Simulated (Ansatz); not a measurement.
```yaml
crystal:
  lattice:
    - [0.00000, 2.46991, 2.46991]
    - [2.46991, 0.00000, 2.46991]
    - [2.46991, 2.46991, 0.00000]
  atoms:
    - { symbol: Ni, position: [0.12500, 0.12500, 0.12500] }
    - { symbol: Ni, position: [0.87500, 0.87500, 0.87500] }
```

Space group Fd-3m; set up as Ni, diamond; a generated structure, not necessarily the stable one.

Method: Ansatz, DFT, LDA (PW92), plane waves (420 eV) with PAW, fully relativistic with spin-orbit coupling.

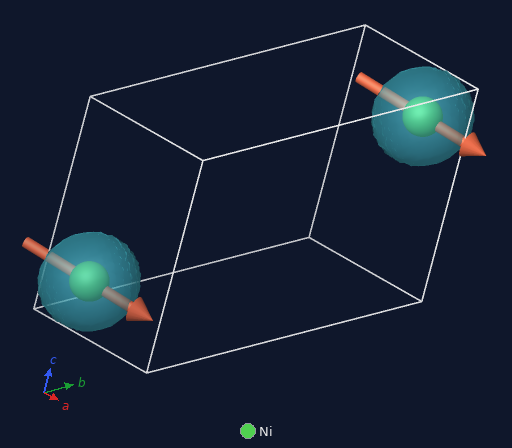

Ni. Isosurface of the size of the magnetisation density at 0.2 e/Å³ (cyan), with the spin moments of the magnetic sites as arrows; seen slightly off an axis.

In a PAW calculation such maps are meaningful between the atoms, not at the nuclei.

**Describe the magnetic structure.**

Spin moments: Ni 0.8 μB. All point the same way (ferromagnetic), along [1 1 −1] of the cell.
